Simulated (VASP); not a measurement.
# Geometry relaxation, with input and output: GeSi$_{2}$ (part 1 of 4)

The run: geometry relaxation of GeSi$_{2}$ (P4/mmm, 6 atoms in the cell). Method and program: Kohn-Sham DFT of a periodic cell, PBE, VASP PAW PBE potentials, recommended, no spin polarisation (VASP 6.6.1).

The structure was built on a prototype by a generator; it need not be a known phase.

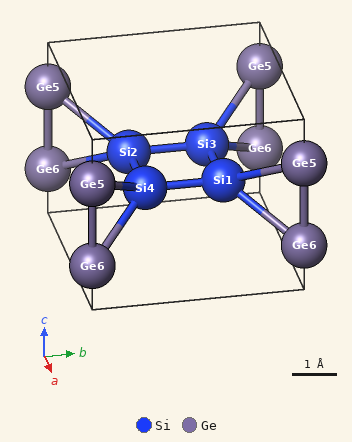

Fig. 1: The structure as given in the input (ball-and-stick view of the cell of the calculation, seen at an oblique angle; atoms are numbered from 1 in the order of the input). An atom can appear more than once, as a periodic image.

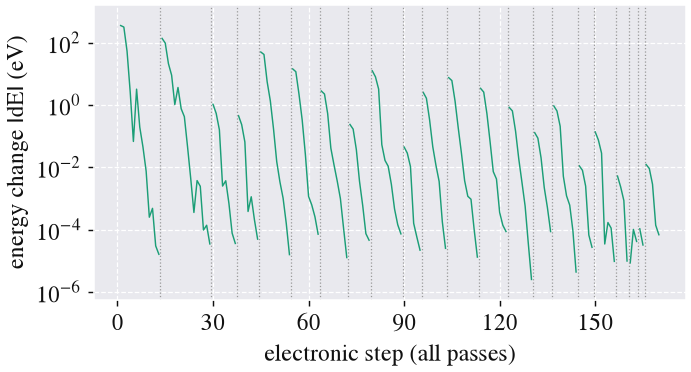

Fig. 2: Convergence of the self-consistent field: energy change |dE| against the electronic step. Each stretch between dotted lines is the SCF of one geometry step of a relaxation. The 22 ionic steps take 2 to 16 electronic steps each. The density is held fixed in the first few steps, and dE rises again when its update begins.

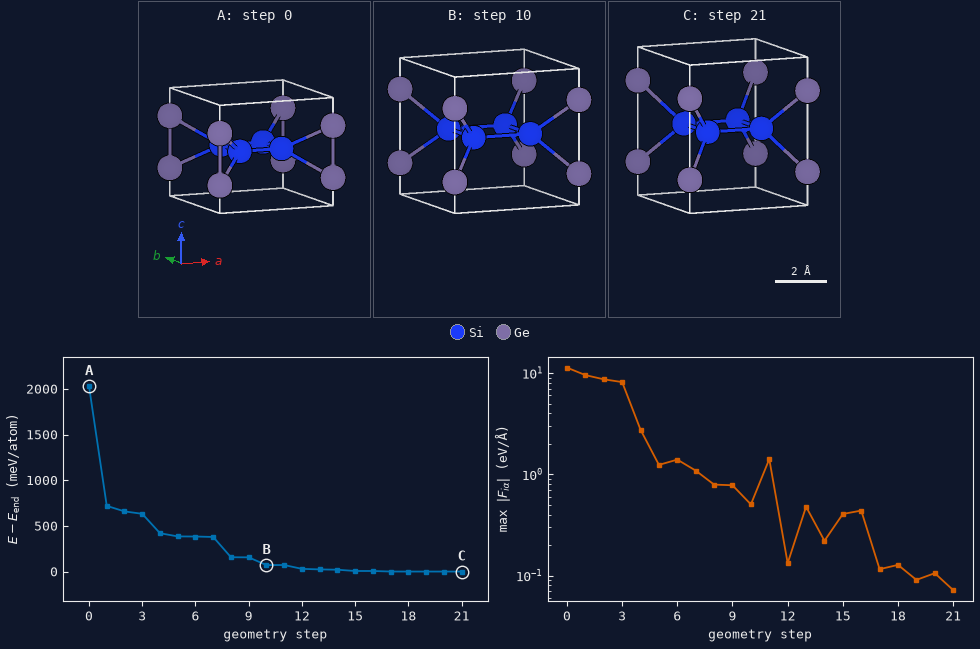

Fig. 3: Frames of the relaxation (ball-and-stick view of the cell of the calculation, seen slightly off an axis) above the curves, on which the letters mark them (steps are counted from 0).

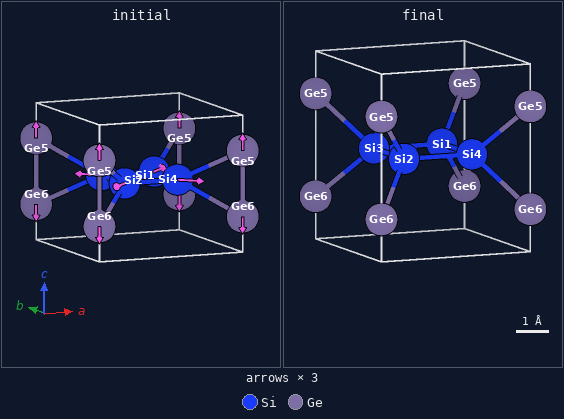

Fig. 4: Before (left) and after (right) the relaxation, at one scale (ball-and-stick view of the cell of the calculation, seen slightly off an axis). The pink arrows give the displacements (without the part carried along by the change of the cell), magnified 3 times. The largest moves relative to the cell, 0.32 Å, are those of Si1, Si2, Si3 and Si4. By element the largest moves are Si 0.32 Å, Ge 0.20 Å. Cell: a = b 4.947 → 5.144 Å (+4.0 %), c 4.377 → 6.004 Å (+37.2 %). Volume +48.3 %. Distances before and after: Ge5–Ge6 2.109 → 3.287 Å, Si1–Si3 1.827 → 2.348 Å, Si1–Ge5 2.445 → 2.571 Å. Bonds break: Ge5–Ge6 (2.11 → 3.29 Å). Among the angles that change: Si1–Ge6–Si2 128.9° → 100.5°, Ge5–Si1–Ge6 51.1° → 79.5°, Si1–Ge6–Ge5 115.5° → 129.7°. The space group stays P4/mmm (No. 123). The energy falls by 2030 meV per atom in 21 geometry steps. The largest force component goes from 11 to 0.072 eV/Å. (Atoms are counted from 1 in the order of the input.)

These pictures come from the run below.

**INCAR**
```
SYSTEM = Si2Ge
PREC = Normal
ENCUT = 520
EDIFF = 1E-4
ISMEAR = 0
SIGMA = 0.15
LREAL = .False.
LASPH = .True.
NELM = 60
ALGO = Fast
ISIF = 3
LWAVE = .False.
LCHARG = .False.
GGA = PE
IBRION = 2
NSW = 24
EDIFFG = -0.08
```

**KPOINTS**
```
regular mesh
0
Gamma
  4 4 4
  0 0 0
```

**POSCAR**
```
Si2Ge
1.0
    4.9472023600      0.0000000000      0.0000000000
    0.0000000000      4.9472023600      0.0000000000
    0.0000000000      0.0000000000      4.3769046300
Si Ge
4 2
Direct
    0.6846354300      0.6846354300      0.5000000000
    0.3153645700      0.3153645700      0.5000000000
    0.3153645700      0.6846354300      0.5000000000
    0.6846354300      0.3153645700      0.5000000000
    0.0000000000      0.0000000000      0.7408699600
    0.0000000000      0.0000000000      0.2591300400
```

Launched with:
```bash
cat potpaw_PBE.64/Si/POTCAR potpaw_PBE.64/Ge_d/POTCAR > POTCAR
mpirun -np 1 vasp_std > vasp.out
```

**OSZICAR**
```
N       E                     dE             d eps       ncg     rms          rms(c)
DAV:   1     0.357299014095E+03    0.35730E+03   -0.21374E+04  1100   0.333E+03
DAV:   2     0.377279733625E+02   -0.31957E+03   -0.31408E+03   976   0.713E+02
DAV:   3    -0.164155462825E+02   -0.54144E+02   -0.53052E+02  1134   0.182E+02
DAV:   4    -0.190208633356E+02   -0.26053E+01   -0.25786E+01  1150   0.431E+01
DAV:   5    -0.190885450491E+02   -0.67682E-01   -0.67612E-01  1254   0.707E+00    0.134E+01
RMM:   6    -0.158543734049E+02    0.32342E+01   -0.73083E+00  1119   0.931E+00    0.753E+00
RMM:   7    -0.156597607075E+02    0.19461E+00   -0.23797E+00  1133   0.638E+00    0.383E+00
RMM:   8    -0.156147783873E+02    0.44982E-01   -0.38796E-01  1155   0.331E+00    0.684E-01
RMM:   9    -0.156222939732E+02   -0.75156E-02   -0.11234E-01  1217   0.208E+00    0.315E-01
RMM:  10    -0.156225439125E+02   -0.24994E-03   -0.13698E-02  1195   0.722E-01    0.170E-01
RMM:  11    -0.156230251413E+02   -0.48123E-03   -0.48284E-03  1125   0.460E-01    0.727E-02
RMM:  12    -0.156229952148E+02    0.29927E-04   -0.10053E-03   975   0.182E-01    0.201E-02
RMM:  13    -0.156230112964E+02   -0.16082E-04   -0.23400E-04   686   0.928E-02
   1 F= -.15623011E+02 E0= -.15605742E+02  d E =-.156230E+02
       N       E                     dE             d eps       ncg     rms          rms(c)
DAV:   1    -0.153707292066E+03   -0.13808E+03   -0.14276E+04  1192   0.131E+03    0.661E+01
RMM:   2    -0.561541398722E+02    0.97553E+02   -0.64611E+02  1516   0.182E+02    0.396E+01
RMM:   3    -0.348140652238E+02    0.21340E+02   -0.51087E+02  1148   0.194E+02    0.105E+01
RMM:   4    -0.257303116054E+02    0.90838E+01   -0.47286E+01  1193   0.545E+01    0.862E+00
RMM:   5    -0.267660307966E+02   -0.10357E+01   -0.56678E+01  1168   0.645E+01    0.536E+00
RMM:   6    -0.231042621465E+02    0.36618E+01   -0.16422E+01  1075   0.412E+01    0.225E+00
RMM:   7    -0.238644189816E+02   -0.76016E+00   -0.72411E+00  1161   0.227E+01    0.209E+00
RMM:   8    -0.234410010070E+02    0.42342E+00   -0.15808E+00  1161   0.111E+01    0.797E-01
RMM:   9    -0.234867162175E+02   -0.45715E-01   -0.59147E-01  1403   0.530E+00    0.563E-01
RMM:  10    -0.234910816624E+02   -0.43654E-02   -0.46594E-01  1183   0.517E+00    0.361E-01
RMM:  11    -0.234907268938E+02    0.35477E-03   -0.77319E-02  1198   0.159E+00    0.263E-01
RMM:  12    -0.234869820635E+02    0.37448E-02   -0.29145E-02  1350   0.826E-01    0.184E-01
RMM:  13    -0.234845266947E+02    0.24554E-02   -0.15887E-02  1211   0.105E+00    0.727E-02
RMM:  14    -0.234846233597E+02   -0.96665E-04   -0.65337E-03  1266   0.486E-01    0.226E-02
RMM:  15    -0.234847611207E+02   -0.13776E-03   -0.14771E-03   984   0.163E-01    0.248E-02
RMM:  16    -0.234847957406E+02   -0.34620E-04   -0.31512E-04   628   0.872E-02
   2 F= -.23484796E+02 E0= -.23479245E+02  d E =-.786178E+01
       N       E                     dE             d eps       ncg     rms          rms(c)
DAV:   1    -0.245392658623E+02   -0.10545E+01   -0.18278E+01  1124   0.500E+01    0.506E+00
RMM:   2    -0.240027600417E+02    0.53651E+00   -0.19473E+00  1145   0.140E+01    0.263E+00
RMM:   3    -0.238428422306E+02    0.15992E+00   -0.87875E-01  1172   0.870E+00    0.572E-01
RMM:   4    -0.238453421345E+02   -0.24999E-02   -0.23017E-01  1296   0.394E+00    0.456E-01
RMM:   5    -0.238490411238E+02   -0.36990E-02   -0.49416E-02  1405   0.166E+00    0.312E-01
RMM:   6    -0.238497250584E+02   -0.68393E-03   -0.54565E-03  1240   0.649E-01    0.936E-02
RMM:   7    -0.238496480733E+02    0.76985E-04   -0.20069E-03  1172   0.311E-01    0.197E-02
RMM:   8    -0.238496839383E+02   -0.35865E-04   -0.63647E-04   824   0.185E-01
   3 F= -.23849684E+02 E0= -.23845540E+02  d E =-.822667E+01
       N       E                     dE             d eps       ncg     rms          rms(c)
DAV:   1    -0.243061482928E+02   -0.45650E+00   -0.75411E+00  1226   0.334E+01    0.323E+00
RMM:   2    -0.240716728761E+02    0.23448E+00   -0.72418E-01  1150   0.903E+00    0.165E+00
RMM:   3    -0.240065767510E+02    0.65096E-01   -0.32086E-01  1172   0.541E+00    0.375E-01
RMM:   4    -0.240061953229E+02    0.38143E-03   -0.81421E-02  1321   0.236E+00    0.283E-01
RMM:   5    -0.240073274560E+02   -0.11321E-02   -0.15798E-02  1415   0.940E-01    0.190E-01
RMM:   6    -0.240075355672E+02   -0.20811E-03   -0.24116E-03  1175   0.510E-01    0.688E-02
RMM:   7    -0.240074861066E+02    0.49461E-04   -0.69715E-04   925   0.202E-01
   4 F= -.24007486E+02 E0= -.24003072E+02  d E =-.838447E+01
       N       E                     dE             d eps       ncg     rms          rms(c)
DAV:   1    -0.744169297083E+02   -0.50409E+02   -0.79795E+02  1250   0.241E+02    0.471E+01
RMM:   2    -0.323786899812E+02    0.42038E+02   -0.18385E+02  1168   0.183E+02    0.172E+01
RMM:   3    -0.268093923999E+02    0.55693E+01   -0.28751E+01  1151   0.587E+01    0.104E+01
RMM:   4    -0.254625571546E+02    0.13468E+01   -0.68749E+00  1210   0.184E+01    0.707E+00
RMM:   5    -0.252923533476E+02    0.17020E+00   -0.17407E+00  1292   0.931E+00    0.192E+00
RMM:   6    -0.252770292015E+02    0.15324E-01   -0.41694E-01  1333   0.426E+00    0.317E-01
RMM:   7    -0.252804684274E+02   -0.34392E-02   -0.78069E-02  1328   0.157E+00    0.424E-01
RMM:   8    -0.252814949816E+02   -0.10266E-02   -0.10644E-02  1333   0.606E-01    0.755E-02
RMM:   9    -0.252816517568E+02   -0.15678E-03   -0.17286E-03  1101   0.265E-01    0.338E-02
RMM:  10    -0.252816674582E+02   -0.15701E-04   -0.51752E-04   819   0.142E-01
   5 F= -.25281667E+02 E0= -.25274666E+02  d E =-.965866E+01
       N       E                     dE             d eps       ncg     rms          rms(c)
DAV:   1    -0.397826253635E+02   -0.14501E+02   -0.25622E+02  1260   0.178E+02    0.235E+01
RMM:   2    -0.280038086903E+02    0.11779E+02   -0.36958E+01  1170   0.699E+01    0.104E+01
RMM:   3    -0.257970005923E+02    0.22068E+01   -0.64817E+00  1189   0.165E+01    0.426E+00
RMM:   4    -0.254669886531E+02    0.33001E+00   -0.14617E+00  1215   0.101E+01    0.250E+00
RMM:   5    -0.254927629970E+02   -0.25774E-01   -0.29015E-01  1372   0.386E+00    0.967E-01
RMM:   6    -0.254915951573E+02    0.11678E-02   -0.46379E-02  1225   0.198E+00    0.236E-01
RMM:   7    -0.254922148535E+02   -0.61970E-03   -0.16587E-02  1347   0.879E-01    0.132E-01
RMM:   8    -0.254924729641E+02   -0.25811E-03   -0.28572E-03  1262   0.406E-01    0.867E-02
RMM:   9    -0.254925441647E+02   -0.71201E-04   -0.85930E-04   921   0.178E-01
   6 F= -.25492544E+02 E0= -.25480755E+02  d E =-.986953E+01
       N       E                     dE             d eps       ncg     rms          rms(c)
DAV:   1    -0.283100707740E+02   -0.28176E+01   -0.74963E+01  1118   0.152E+02    0.948E+00
RMM:   2    -0.260545433763E+02    0.22555E+01   -0.75981E+00  1159   0.312E+01    0.504E+00
RMM:   3    -0.255258759061E+02    0.52867E+00   -0.26920E+00  1182   0.167E+01    0.137E+00
RMM:   4    -0.254848065916E+02    0.41069E-01   -0.73626E-01  1240   0.760E+00    0.565E-01
RMM:   5    -0.254966074053E+02   -0.11801E-01   -0.20432E-01  1325   0.379E+00    0.468E-01
RMM:   6    -0.255002299306E+02   -0.36225E-02   -0.33446E-02  1207   0.188E+00    0.290E-01
RMM:   7    -0.254992464721E+02    0.98346E-03   -0.11868E-02  1259   0.898E-01    0.111E-01
RMM:   8    -0.254993551314E+02   -0.10866E-03   -0.21340E-03  1241   0.381E-01    0.671E-02
RMM:   9    -0.254993425128E+02    0.12619E-04   -0.46184E-04   814   0.213E-01
   7 F= -.25499343E+02 E0= -.25481255E+02  d E =-.987633E+01
       N       E                     dE             d eps       ncg     rms          rms(c)
DAV:   1    -0.257372215461E+02   -0.23787E+00   -0.43193E+00  1098   0.300E+01    0.257E+00
RMM:   2    -0.255689432890E+02    0.16828E+00   -0.44816E-01  1159   0.731E+00    0.131E+00
RMM:   3    -0.255318316649E+02    0.37112E-01   -0.13708E-01  1167   0.334E+00    0.405E-01
RMM:   4    -0.255283014993E+02    0.35302E-02   -0.37055E-02  1248   0.172E+00    0.182E-01
RMM:   5    -0.255288954373E+02   -0.59394E-03   -0.78970E-03  1257   0.768E-01    0.130E-01
RMM:   6    -0.255289695314E+02   -0.74094E-04   -0.17876E-03  1129   0.486E-01    0.369E-02
RMM:   7    -0.255290151557E+02   -0.45624E-04   -0.75249E-04   838   0.230E-01
   8 F= -.25529015E+02 E0= -.25509839E+02  d E =-.990600E+01
       N       E                     dE             d eps       ncg     rms          rms(c)
DAV:   1    -0.380960584054E+02   -0.12567E+02   -0.26648E+02  1138   0.312E+02    0.197E+01
RMM:   2    -0.300316749970E+02    0.80644E+01   -0.20745E+01  1148   0.560E+01    0.107E+01
RMM:   3    -0.267769077825E+02    0.32548E+01   -0.13074E+01  1166   0.407E+01    0.137E+00
RMM:   4    -0.268302338057E+02   -0.53326E-01   -0.24116E+00  1237   0.134E+01    0.949E-01
RMM:   5    -0.268468735441E+02   -0.16640E-01   -0.55924E-01  1321   0.613E+00    0.536E-01
RMM:   6    -0.268577157985E+02   -0.10842E-01   -0.90699E-02  1291   0.263E+00    0.398E-01
RMM:   7    -0.268605538943E+02   -0.28381E-02   -0.22055E-02  1227   0.148E+00    0.114E-01
RMM:   8    -0.268610120385E+02   -0.45814E-03   -0.62993E-03  1324   0.586E-01    0.351E-02
RMM:   9    -0.268611553710E+02   -0.14333E-03   -0.97387E-04   869   0.193E-01    0.321E-02
RMM:  10    -0.268612282164E+02   -0.72845E-04   -0.39381E-04   626   0.120E-01
   9 F= -.26861228E+02 E0= -.26847485E+02  d E =-.133221E+01
       N       E                     dE             d eps       ncg     rms          rms(c)
DAV:   1    -0.269059786870E+02   -0.44823E-01   -0.74165E-01  1104   0.115E+01    0.118E+00
RMM:   2    -0.268773796029E+02    0.28599E-01   -0.58449E-02  1158   0.298E+00    0.626E-01
RMM:   3    -0.268668730319E+02    0.10507E-01   -0.32877E-02  1169   0.190E+00    0.965E-02
RMM:   4    -0.268670327419E+02   -0.15971E-03   -0.66265E-03  1257   0.686E-01    0.829E-02
RMM:   5    -0.268670903416E+02   -0.57600E-04   -0.13416E-03  1080   0.308E-01    0.501E-02
RMM:   6    -0.268671121672E+02   -0.21826E-04   -0.25322E-04   643   0.133E-01
  10 F= -.26867112E+02 E0= -.26853155E+02  d E =-.133810E+01
       N       E                     dE             d eps       ncg     rms          rms(c)
DAV:   1    -0.294184245061E+02   -0.25513E+01   -0.43444E+01  1096   0.615E+01    0.773E+00
RMM:   2    -0.277668066140E+02    0.16516E+01   -0.41218E+00  1141   0.180E+01    0.422E+00
RMM:   3    -0.274305283803E+02    0.33628E+00   -0.17273E+00  1192   0.839E+00    0.160E+00
RMM:   4    -0.273845745236E+02    0.45954E-01   -0.42564E-01  1164   0.612E+00    0.520E-01
RMM:   5    -0.273730083493E+02    0.11566E-01   -0.13034E-01  1233   0.288E+00    0.266E-01
RMM:   6    -0.273765225268E+02   -0.35142E-02   -0.40097E-02  1385   0.141E+00    0.216E-01
RMM:   7    -0.273767005718E+02   -0.17804E-03   -0.42865E-03  1221   0.446E-01    0.531E-02
RMM:   8    -0.273767255455E+02   -0.24974E-04   -0.91165E-04   958   0.215E-01
  11 F= -.27376726E+02 E0= -.27357535E+02  d E =-.509613E+00
       N       E                     dE             d eps       ncg     rms          rms(c)
DAV:   1    -0.349474870920E+02   -0.75708E+01   -0.15900E+02  1130   0.111E+02    0.160E+01
RMM:   2    -0.288590552963E+02    0.60884E+01   -0.15732E+01  1139   0.342E+01    0.851E+00
RMM:   3    -0.275230528690E+02    0.13360E+01   -0.59478E+00  1196   0.142E+01    0.305E+00
RMM:   4    -0.273390706533E+02    0.18398E+00   -0.10717E+00  1198   0.998E+00    0.674E-01
RMM:   5    -0.273676068573E+02   -0.28536E-01   -0.33144E-01  1332   0.404E+00    0.736E-01
RMM:   6    -0.273713534145E+02   -0.37466E-02   -0.47369E-02  1357   0.168E+00    0.629E-01
RMM:   7    -0.273725271540E+02   -0.11737E-02   -0.15014E-02  1170   0.103E+00    0.398E-01
RMM:   8    -0.273715837821E+02    0.94337E-03   -0.39415E-03  1164   0.533E-01    0.475E-02
RMM:   9    -0.273716836211E+02   -0.99839E-04   -0.12975E-03   986   0.239E-01    0.585E-02
RMM:  10    -0.273716967039E+02   -0.13083E-04   -0.26666E-04   628   0.118E-01
  12 F= -.27371697E+02 E0= -.27358350E+02  d E =-.504585E+00
       N       E                     dE             d eps       ncg     rms          rms(c)
DAV:   1    -0.308100494097E+02   -0.34384E+01   -0.79938E+01  1106   0.115E+02    0.986E+00
RMM:   2    -0.282080391718E+02    0.26020E+01   -0.91192E+00  1160   0.310E+01    0.538E+00
RMM:   3    -0.276780786445E+02    0.52996E+00   -0.35656E+00  1187   0.165E+01    0.179E+00
RMM:   4    -0.276124917484E+02    0.65587E-01   -0.86011E-01  1187   0.861E+00    0.506E-01
RMM:   5    -0.276197537547E+02   -0.72620E-02   -0.32839E-01  1333   0.464E+00    0.313E-01
RMM:   6    -0.276239662036E+02   -0.42124E-02   -0.47668E-02  1390   0.160E+00    0.290E-01
RMM:   7    -0.276243211535E+02   -0.35495E-03   -0.48868E-03  1298   0.540E-01    0.218E-01
RMM:   8    -0.276244589030E+02   -0.13775E-03   -0.15863E-03  1091   0.290E-01    0.469E-02
RMM:   9    -0.276243721789E+02    0.86724E-04   -0.64153E-04   901   0.168E-01
  13 F= -.27624372E+02 E0= -.27611207E+02  d E =-.757260E+00
       N       E                     dE             d eps       ncg     rms          rms(c)
DAV:   1    -0.284645079462E+02   -0.84005E+00   -0.17202E+01  1090   0.420E+01    0.497E+00
RMM:   2    -0.278179151780E+02    0.64659E+00   -0.16904E+00  1144   0.122E+01    0.270E+00
RMM:   3    -0.276736319433E+02    0.14428E+00   -0.69228E-01  1176   0.584E+00    0.910E-01
```
